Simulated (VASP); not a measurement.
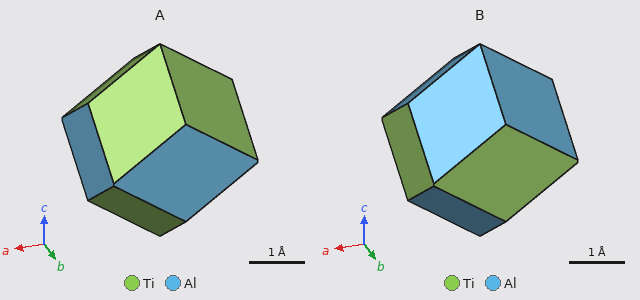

Computed Voronoi cells of the 2 sites of this structure, drawn to one scale and in one orientation; each face has the colour of the neighbour behind it.

TiAl, space group P4/mmm (No. 123), a = 2.777 Å, b = 2.777 Å, c = 3.975 Å, α = 90.00°, β = 90.00°, γ = 90.00°

```csv
site,Wyckoff,x,y,z
Ti,1a,0.0000,0.0000,0.0000
Al,1d,0.5000,0.5000,0.5000
```

Source: the end point of a relaxation with VASP Kohn-Sham DFT of a periodic cell, LDA, VASP PAW LDA potentials, recommended (VASP 6.6.1).

**Which cell belongs to which site?**

A is Al (12 faces above 1 % of the solid angle, 15.3 Å³, mostly facing Ti); B is Ti (12 faces above 1 % of the solid angle, 15.3 Å³, mostly facing Al).
